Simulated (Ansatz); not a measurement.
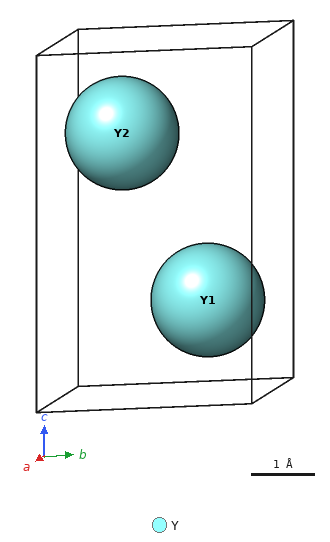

**Figure 1.** The structure as given in the input (spheres-only view of the cell of the calculation, seen slightly off an axis; atoms are numbered from 1 in the order of the input).

**Run report: Y, band-structure calculation**

Y (P6₃/mmc, 2 atoms in the cell), computed with DFT, PBE, PAW with Ansatz's default frozen-core files, scalar-relativistic, no spin polarisation (Ansatz 0.2.0).

The structure derives from an entry of the Crystallography Open Database. It belongs to a series of runs on one base structure; here: PAW files in place of LAPW. Figures and captions count atoms from 1; the log counts them from 0 in places.

## The input
```yaml
crystal:
  lattice:
    - [3.6514992371, 0.0, 0.0]
    - [-1.8257496185, 3.1622911012, 0.0]
    - [0.0, 0.0, 5.7474]
  atoms:
    - { symbol: "Y", position: [0.3333333333, 0.6666666667, 0.25] }
    - { symbol: "Y", position: [0.6666666667, 0.3333333333, 0.75] }
kpoints:
  mp_grid: { grid: [12, 12, 7] }
  band_path:
    path:
      - [0.0, 0.0, 0.0]
      - [0.5, 0.0, 0.0]
      - [0.3333333333, 0.3333333333, 0.0]
      - [0.0, 0.0, 0.0]
      - [0.0, 0.0, 0.5]
      - [0.5, 0.0, 0.5]
      - [0.3333333333, 0.3333333333, 0.5]
      - [0.0, 0.0, 0.5]
      - [0.5, 0.0, 0.5]
    npoints: 14
scf:
  occupations: { method: fermi_dirac, width: 0.08 }
hamiltonian:
  xc: pbe
  pseudopotentials: { kind: paw }
output:
  forces: true
  stress: true
  eigenvalues: true
  efg: { contact_densities: true }
  populations: true
  bader: true
  dos: { projected: true, de: 0.2, e_range: [-14, 8] }
  write_density: true
  write_potential: true
  elf: true
  volumetric_format: npy
```

Machine: 1 thread of Arm Neoverse V2, 24 GiB of memory available, shared host.

Launched with:
```bash
ansatz run input.yaml --threads 1 --pin off --max-ram 2048MiB --backend cpu --events-out ev --progress --plain --runs-dir out
```

## Output
```
Y: output.efg is read without spin–orbit coupling, which moves field gradients at and beside such atoms by some per cent and up to a factor of two; PAW files take it under magnetization.noncollinear and magnetization.spin_orbit
Engine: ansatz 0.2.0, aarch64-unknown-linux-gnu
Pseudopotentials: kind: paw
Pseudopotential: Y, paw, valence charge 11, recommended cutoff 420 eV (normal), Y.paw.azcp
Functional definition: PBE
  parameter kappa = 0.804
  parameter beta = 0.06672455060314922
  exchange = pbe_x(kappa = kappa, mu = beta*pi^2/3)
  correlation = pbe_c(beta = beta)
Crystal: 2 atoms, lattice volume = 66.366 Å³
Basis set: ecut = 420 eV, 1291 PW (Γ), exchange–correlation on 50×50×80 points (8 copies of the dense FFT grid, shifted against one another)
Bands: 15, of which v1, the nominal top of the filled ones, is band 11 counted from 1 (10 counted from 0)
Symmetry: 24 space group operations
Space group: P63/mmc (ITA 194), of the structure as read, at distance tolerance 4.0e-5 Å
k-points: 76 of 1008
Non-local potential: Y, projectors of the file, l = 0: 3, l = 1: 2, l = 2: 2, l = 3: 1
PAW form: soft (Blöchl's): semilocal exchange-correlation on the pseudo side does not see the compensation charge
PAW one-centre angular grid: Y, 590 points (default); XC on 64 Gauss nodes
Initial density: superposition of atomic densities (neutral atoms: chi_scale 0, normalization atom), corrected by the library's trained network
Initial wavefunctions: pseudopotential atomic-orbital guess
Functional: x = pbe(κ = 0.804, μ = 0.2195149727645171), c = pbe(β = 0.06672455060314922)
SCF iter   1: F=—  HF=-7697.374861 eV  |F-HF|=—  |Δ(HF+E_count)|=         —  Δρ=1.61e-3  dr2=1.32e-3  ethr=1.77e-3  ⟨swp⟩=4.4  Hψ=4994  notcnv=0
preconditioner: auto → Kerker (q_TF=auto, 2.270 Å⁻¹)  [metal: Δε(μ)=0.007 eV  Ē_g=2.514 eV  σ=0.080 eV  W_gap=0.02  n_scr=22 (ndim 8)  ℏωp=11.2 eV  f_vac=0.000  D(μ)=4.06/eV (n_scr^D=36)]
SCF iter   2: F=—  HF=-7697.375381 eV  |F-HF|=—  |Δ(HF+E_count)|=   5.20e-4  Δρ=1.05e-3  dr2=5.51e-4  ethr=5.98e-6  ⟨swp⟩=2.2  Hψ=2598  notcnv=0
SCF iter   3: F=—  HF=-7697.375770 eV  |F-HF|=—  |Δ(HF+E_count)|=   3.89e-4  Δρ=2.34e-4  dr2=4.70e-5  ethr=2.50e-6  ⟨swp⟩=2.2  Hψ=1471  notcnv=0
SCF iter   4: F=—  HF=-7697.375750 eV  |F-HF|=—  |Δ(HF+E_count)|=   2.02e-5  Δρ=1.35e-4  dr2=8.11e-6  ethr=2.13e-7  ⟨swp⟩=2.5  Hψ=1683  notcnv=0
iter 5 did not close the SCF: its close was put off for the readings that it lacked (scf_convergence_deferred on its scf_iter line)
SCF iter   5: F=-7697.375751 eV  HF=-7697.375751 eV  |F-HF|=1.95e-8  |Δ(HF+E_count)|=   5.66e-7  Δρ=1.14e-5  dr2=4.68e-8  ethr=3.68e-8  ⟨swp⟩=2.0  Hψ=1825  notcnv=0
SCF iter   6: F=-7697.375751 eV  HF=-7697.375751 eV  |F-HF|=5.52e-9  |Δ(HF+E_count)|=   2.83e-8  Δρ=4.15e-6  dr2=8.76e-9  ethr=2.13e-10  ⟨swp⟩=4.8  Hψ=6244  notcnv=0
SCF 1 converged in 6 iterations: F = -7697.375751 eV  dr2 = 8.76e-9
  greatest PAW one-centre occupation: 0.994 electrons in one spin orbital (limit 2), on the Y atom at site 1 (counted from 0), in its partial waves of l = 0
```

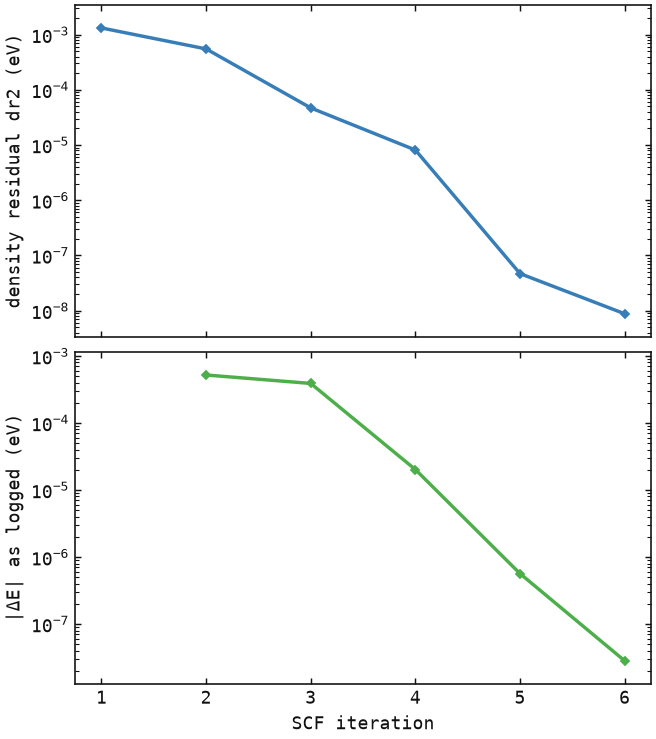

**Figure 2.** Convergence of the self-consistent field: density residual dr2 and size of the energy change against the SCF iteration. The residual falls at every step.

```
NSCF: frozen V_eff on 113 k-points
SCF converged after 6 iterations
Free energy (F): -7697.375751 eV
Harris-Foulkes:  -7697.375751 eV  (|F-HF|=5.52e-9)
Internal energy: -7697.292627 eV  (E = F + TS)
E sigma→0 (E₀):  -7697.334189 eV
Entropy (-TS):   -0.083124 eV (-41.562 meV/atom)
Fermi energy:    9.219966 eV
--- Per-component energies (eV) ---
  E_band       = -246.576357
  E_kinetic    = 608.491381
  E_local      = -1235.986796  (includes V_loc(G=0)·N_el)
  E_nonlocal   = 100.188191
  E_hartree    = 391.971323
  E_xc         = -345.583430
  E_vxc        = -396.679070  (∫ρ·V_xc dr)
  E_paw        = -5650.697466  (= ΣΔE_a)
  E_vpaw       = -106.529669  (= ΣTr[D̂ρ^β])
  E_aug_tail   = 0.000007  (compensation charges beyond the density's cutoff)
  E_ewald      = -1565.675837
  E_smearing   = -0.083124  (= −TS)
  E_closure    = -0.000000  (closes the sum)
  Σ components = -7697.375751   (vs F -7697.375751, Δ=0.00e0)
--- Forces (eV/Å), atoms counted from 1 ---
  atom   1  Y      0.00000000    -0.00000000     0.00000000
  atom   2  Y     -0.00000000     0.00000000    -0.00000000
  max |Σ_I F_I| component: 1.85e-17 eV/Å
--- Stress (GPa, compression-positive) ---
       -0.128043       0.000000       0.000000
        0.000000      -0.128043      -0.000000
        0.000000      -0.000000      -0.666134
  P = ⅓ Tr σ = -0.3074 GPa (-3.074 kbar)
--- PAW observables at the nuclei: V_zz in 10²¹ V/m², potentials from the cell's mean, atoms counted from 1 ---
  atom   1  Y  V_zz =    +2.713605   η = 0.0000   by run symmetry: allowed
            electrostatic potential = -5714.203752 V   contact ρ = 443910.670677 e/Å³
  atom   2  Y  V_zz =    +2.713605   η = 0.0000   by run symmetry: allowed
            electrostatic potential = -5714.203752 V   contact ρ = 443910.670677 e/Å³
--- Band table (eV; the first three rows and the last of 76) ---
  k-point 0: bands = ["-33.4577", "-33.3880", "-13.7332", "-13.2720", "-13.2720", "-13.1868", "-13.1868", "-13.1596", "4.5864", "7.3856", "10.0487", "10.9683", "10.9683", "11.2370", "11.5594"]
  k-point 1: bands = ["-33.4542", "-33.3915", "-13.7063", "-13.2678", "-13.2678", "-13.1911", "-13.1911", "-13.1896", "4.7173", "7.2828", "9.9451", "10.8980", "10.8980", "11.1092", "11.4496"]
  k-point 2: bands = ["-33.4446", "-33.4012", "-13.6300", "-13.2727", "-13.2560", "-13.2560", "-13.2029", "-13.2029", "5.0937", "6.9250", "9.8466", "10.7725", "10.8162", "10.8162", "11.2096"]
  k-point 75: bands = ["-33.3845", "-33.3845", "-13.6095", "-13.6095", "-13.5000", "-13.4588", "-13.2614", "-13.2614", "8.8159", "8.8382", "8.8382", "8.8565", "9.6532", "9.6532", "11.7506"]
--- Löwdin populations: 2 sites ---
  site symbol       q [e]
     0      Y     10.9350
     1      Y     10.9350
  spilling = 0.005910 (of n_electrons = 22.000000)
--- Bader charges: 2 sites ---
  site symbol  charge [e]  shift [e] shared [e]
     0      Y      0.0827     0.0000     0.0000
     1      Y      0.0827     0.0000     0.0000
  maxima off the nuclei: 2, with 0.1654 electrons
  on the straight line to a nucleus their density falls by 3.6e-4 of itself; PAW files or a low cutoff
  can make one that falls by little (a run on other files and one at a higher cutoff tell): if they did, read the shared
  charge, to which what the maxima have on the atom's side is counted
  estimated error of the sums over rays = 3.3e-4 e
```

## File bader_charges.tsv
```
# site	symbol	x_ang	y_ang	z_ang	partial_charge_e	electrons	volume_ang3	relative_density_drop	shared_charge_e	partial_wave_shift_e
# quadrature_error_electrons = 3.3e-4
0	Y	0.0000	2.1082	1.4369	0.08269	38.91731	32.38	-	0.00000	0.00000
1	Y	1.8257	1.0541	4.3106	0.08269	38.91731	32.38	-	0.00000	0.00000
-	-	-1.8258	1.0541	1.4368	-0.08269	0.08269	0.80	3.61e-4	-	-
-	-	0.0000	2.1082	-1.4369	-0.08269	0.08269	0.80	3.61e-4	-	-
```

## File dos.tsv
```
# E-E_F[eV]	g_bin_mean(E)[states/eV]	N(E)
# format = ansatz-dos/2
# fermi_ev = 9.219966
# fermi_mp_grid = 12 12 7
# fermi_mp_shift = 0 0 0
# tetrahedron_fermi_ev = 9.213381
# g_bin_mean(E): the states in a bin one row spacing wide, centred on E, divided by that spacing. States that the method places at a single energy (under output.dos.method: tetrahedron, those of a tetrahedron whose four corners have one energy) are counted whole in the row whose bin holds that energy (on the edge of two bins, in the lower row). The sum of g_bin_mean over a run of rows, times the row spacing, is the number of states from half a spacing under the first of them to half a spacing over the last (a plain sum, not the trapezoid rule).
-14.000000	0.000000e0	1.600000e1
-13.800000	0.000000e0	1.600000e1
-13.600000	0.000000e0	1.600000e1
-13.400000	0.000000e0	1.600000e1
-13.200000	0.000000e0	1.600000e1
-13.000000	0.000000e0	1.600000e1
-12.800000	0.000000e0	1.600000e1
-12.600000	0.000000e0	1.600000e1
-12.400000	0.000000e0	1.600000e1
-12.200000	0.000000e0	1.600000e1
-12.000000	0.000000e0	1.600000e1
-11.800000	0.000000e0	1.600000e1
-11.600000	0.000000e0	1.600000e1
-11.400000	0.000000e0	1.600000e1
-11.200000	0.000000e0	1.600000e1
-11.000000	0.000000e0	1.600000e1
-10.800000	0.000000e0	1.600000e1
-10.600000	0.000000e0	1.600000e1
-10.400000	0.000000e0	1.600000e1
-10.200000	0.000000e0	1.600000e1
-10.000000	0.000000e0	1.600000e1
-9.800000	0.000000e0	1.600000e1
-9.600000	0.000000e0	1.600000e1
-9.400000	0.000000e0	1.600000e1
-9.200000	0.000000e0	1.600000e1
-9.000000	0.000000e0	1.600000e1
-8.800000	0.000000e0	1.600000e1
-8.600000	0.000000e0	1.600000e1
-8.400000	0.000000e0	1.600000e1
-8.200000	0.000000e0	1.600000e1
-8.000000	0.000000e0	1.600000e1
-7.800000	0.000000e0	1.600000e1
-7.600000	0.000000e0	1.600000e1
-7.400000	0.000000e0	1.600000e1
-7.200000	0.000000e0	1.600000e1
-7.000000	0.000000e0	1.600000e1
-6.800000	0.000000e0	1.600000e1
-6.600000	0.000000e0	1.600000e1
-6.400000	0.000000e0	1.600000e1
-6.200000	0.000000e0	1.600000e1
-6.000000	0.000000e0	1.600000e1
-5.800000	0.000000e0	1.600000e1
-5.600000	0.000000e0	1.600000e1
-5.400000	0.000000e0	1.600000e1
-5.200000	0.000000e0	1.600000e1
-5.000000	0.000000e0	1.600000e1
-4.800000	0.000000e0	1.600000e1
-4.600000	1.725627e-2	1.600005e1
-4.400000	1.189558e-1	1.601421e1
-4.200000	1.819592e-1	1.604363e1
-4.000000	2.334054e-1	1.608596e1
-3.800000	2.829355e-1	1.613728e1
-3.600000	3.411987e-1	1.619920e1
-3.400000	4.237816e-1	1.627750e1
-3.200000	4.487074e-1	1.636401e1
-3.000000	4.760913e-1	1.645643e1
-2.800000	5.699423e-1	1.655846e1
-2.600000	6.699228e-1	1.668308e1
-2.400000	7.785472e-1	1.682781e1
-2.200000	9.321738e-1	1.699652e1
-2.000000	1.205283e0	1.720668e1
-1.800000	1.825606e0	1.749293e1
-1.600000	1.860155e0	1.789175e1
-1.400000	1.911198e0	1.827250e1
-1.200000	2.057604e0	1.864706e1
-1.000000	2.345920e0	1.910631e1
-0.800000	2.301656e0	1.956666e1
-0.600000	2.515163e0	2.007895e1
-0.400000	2.650516e0	2.053484e1
-0.200000	3.633694e0	2.114604e1
0.000000	4.600554e0	2.203654e1
0.200000	3.649802e0	2.289892e1
0.400000	1.741590e0	2.338982e1
0.600000	1.662086e0	2.372290e1
0.800000	1.842155e0	2.405759e1
1.000000	3.517301e0	2.452771e1
1.200000	4.980712e0	2.545345e1
1.400000	4.626855e0	2.647473e1
1.600000	3.677674e0	2.729619e1
1.800000	3.281118e0	2.791250e1
2.000000	4.244380e0	2.868026e1
2.200000	2.850892e0	2.943777e1
2.400000	1.490089e0	2.984516e1
2.600000	5.311877e-2	3.000000e1
2.800000	0.000000e0	3.000000e1
3.000000	0.000000e0	3.000000e1
3.200000	0.000000e0	3.000000e1
3.400000	0.000000e0	3.000000e1
3.600000	0.000000e0	3.000000e1
3.800000	0.000000e0	3.000000e1
4.000000	0.000000e0	3.000000e1
4.200000	0.000000e0	3.000000e1
4.400000	0.000000e0	3.000000e1
4.600000	0.000000e0	3.000000e1
4.800000	0.000000e0	3.000000e1
5.000000	0.000000e0	3.000000e1
5.200000	0.000000e0	3.000000e1
5.400000	0.000000e0	3.000000e1
5.600000	0.000000e0	3.000000e1
5.800000	0.000000e0	3.000000e1
6.000000	0.000000e0	3.000000e1
6.200000	0.000000e0	3.000000e1
6.400000	0.000000e0	3.000000e1
6.600000	0.000000e0	3.000000e1
6.800000	0.000000e0	3.000000e1
7.000000	0.000000e0	3.000000e1
7.200000	0.000000e0	3.000000e1
7.400000	0.000000e0	3.000000e1
7.600000	0.000000e0	3.000000e1
7.800000	0.000000e0	3.000000e1
8.000000	0.000000e0	3.000000e1
```

## File rho_z.tsv
```
# z_ang	rho[e/angstrom^3]
# format = ansatz-planar-average/11
# lattice	3.651499237	-0.000000000	0.000000000
# lattice	-1.825749619	3.162291101	0.000000000
# lattice	0.000000000	0.000000000	5.747400000
# sites	2
# site	39	0.000000000	2.108194067	1.436850000
# site	39	1.825749619	1.054097034	4.310550000
0.000000	9.984308e-2
0.143685	1.026075e-1
0.287370	1.127339e-1
0.431055	1.362170e-1
0.574740	1.833678e-1
0.718425	2.637112e-1
0.862110	3.753439e-1
1.005795	4.974047e-1
1.149480	5.982337e-1
1.293165	6.575394e-1
1.436850	6.757576e-1
1.580535	6.575394e-1
1.724220	5.982337e-1
1.867905	4.974047e-1
2.011590	3.753439e-1
2.155275	2.637112e-1
2.298960	1.833678e-1
2.442645	1.362170e-1
2.586330	1.127339e-1
2.730015	1.026075e-1
2.873700	9.984308e-2
3.017385	1.026075e-1
3.161070	1.127339e-1
3.304755	1.362170e-1
3.448440	1.833678e-1
3.592125	2.637112e-1
3.735810	3.753439e-1
3.879495	4.974047e-1
4.023180	5.982337e-1
4.166865	6.575394e-1
4.310550	6.757576e-1
4.454235	6.575394e-1
4.597920	5.982337e-1
4.741605	4.974047e-1
4.885290	3.753439e-1
5.028975	2.637112e-1
5.172660	1.833678e-1
5.316345	1.362170e-1
5.460030	1.127339e-1
5.603715	1.026075e-1
```

## File v_z.tsv
```
# z_ang	v_es[eV]	v_tot[eV]
# format = ansatz-planar-average/11
# xc	pbe
# density_cutoff_ev	1680
# datasets	Y=:simpson_from_first_knot:soft
# lattice	3.651499237	-0.000000000	0.000000000
# lattice	-1.825749619	3.162291101	0.000000000
# lattice	0.000000000	0.000000000	5.747400000
# sites	2
# site	39	0.000000000	2.108194067	1.436850000
# site	39	1.825749619	1.054097034	4.310550000
0.000000	1.004122e1	2.286279e0
0.143685	9.852691e0	2.109854e0
0.287370	9.287677e0	1.456857e0
0.431055	8.264264e0	1.458617e-1
0.574740	6.585296e0	-2.020548e0
0.718425	4.301648e0	-4.950511e0
0.862110	1.797389e0	-8.169950e0
1.005795	-4.947467e-1	-1.114993e1
1.149480	-2.274136e0	-1.348268e1
1.293165	-3.384837e0	-1.494590e1
1.436850	-3.760520e0	-1.543978e1
1.580535	-3.384837e0	-1.494590e1
1.724220	-2.274136e0	-1.348268e1
1.867905	-4.947467e-1	-1.114993e1
2.011590	1.797389e0	-8.169950e0
2.155275	4.301648e0	-4.950511e0
2.298960	6.585296e0	-2.020548e0
2.442645	8.264264e0	1.458617e-1
2.586330	9.287677e0	1.456857e0
2.730015	9.852691e0	2.109854e0
2.873700	1.004122e1	2.286279e0
3.017385	9.852691e0	2.109854e0
3.161070	9.287677e0	1.456857e0
3.304755	8.264264e0	1.458617e-1
3.448440	6.585296e0	-2.020548e0
3.592125	4.301648e0	-4.950511e0
3.735810	1.797389e0	-8.169950e0
3.879495	-4.947467e-1	-1.114993e1
4.023180	-2.274136e0	-1.348268e1
4.166865	-3.384837e0	-1.494590e1
4.310550	-3.760520e0	-1.543978e1
4.454235	-3.384837e0	-1.494590e1
4.597920	-2.274136e0	-1.348268e1
4.741605	-4.947467e-1	-1.114993e1
4.885290	1.797389e0	-8.169950e0
5.028975	4.301648e0	-4.950511e0
5.172660	6.585296e0	-2.020548e0
5.316345	8.264264e0	1.458617e-1
5.460030	9.287677e0	1.456857e0
5.603715	9.852691e0	2.109854e0
```

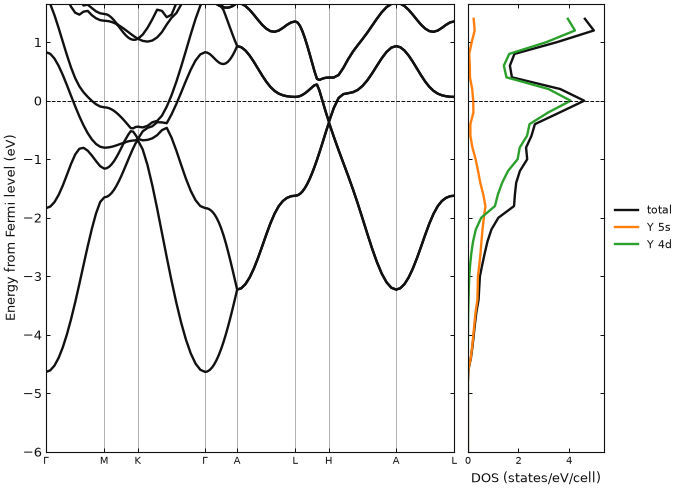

**Figure 3.** Band structure along Γ–M–K–Γ–A–L–H–A–L and density of states (projected on Löwdin-orthogonalised atomic shells), with energies from the Fermi level. Bands cross the Fermi level: a metal at this level of theory.

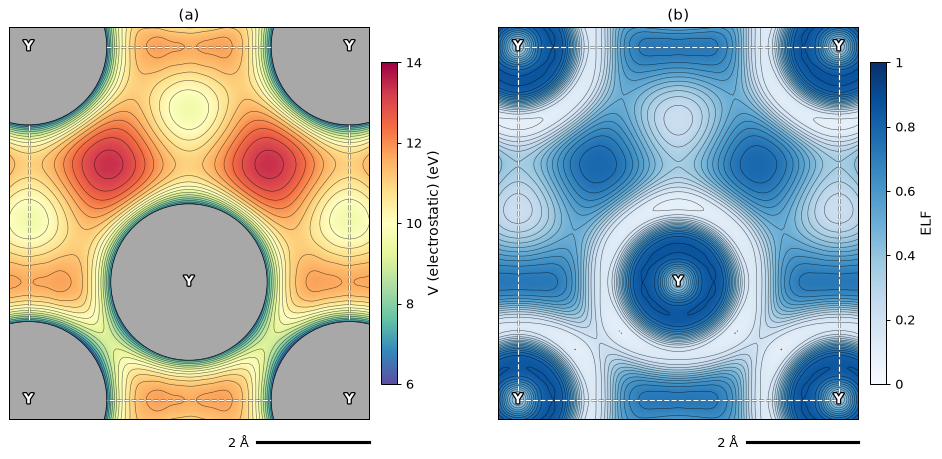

**Figure 4.** (a) electrostatic potential (local pseudopotential plus Hartree) felt by an electron; (b) ELF on the (110) plane of the conventional cell. Grey discs, where drawn, cover atomic cores. Atoms in the plane: Y. Y–Y (3.56 Å): the ELF is about 0.20 at the midpoint (no shared electron pair).  The strong features right at Y lie inside the PAW spheres (semicore, d or f shells) and say nothing about bonding. Outside the cores the potential energy rises away from the atoms and is highest about 2.5 Å from the nearest atoms; outside the discs it spans about 7 eV, and its zero is arbitrary. The fields are those of the smooth PAW valence density.

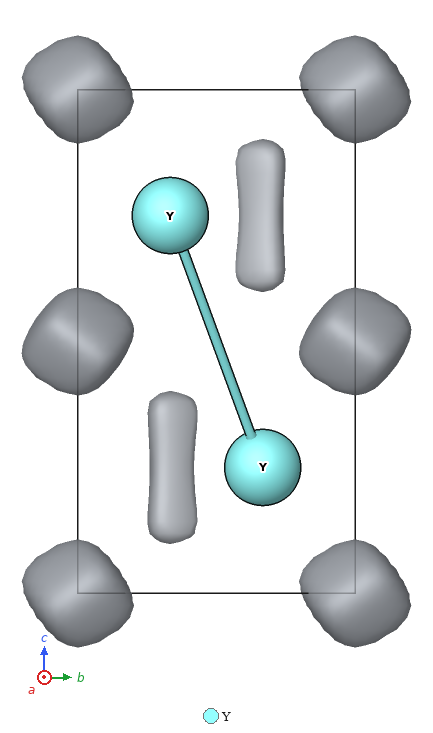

**Figure 5.** Isosurface of the electron localisation function at 0.65 (grey), seen along the a axis. Core shells and regions of very low density are left out. Sticks mark near contacts. The outline is the cell set on symmetry axes. Values along the shortest contacts: Y–Y (3.56 Å): the ELF is about 0.20 at the midpoint (no shared electron pair). Y–Y (3.65 Å): the ELF is about 0.25 at the midpoint; no shared electron pair.

## Results in brief

| quantity | value |
| --- | --- |
| outcome | converged |
| space group (tolerance 0.01 Å) | P6₃/mmc (194) |
| electrons treated | 22 |
| free energy | −7697.3758 eV |
| Fermi energy | 9.220 eV |
| pressure | −0.31 GPa |
| field gradient V_zz (10²¹ V/m²) | Y 2.71, Y 2.71 |
| electronic character | metal |
| largest force (length of the vector) | under 0.001 eV/Å |
| wall time | 17 s |
| peak memory | 0.38 GiB |

The program warns: the field gradients leave out spin–orbit coupling.
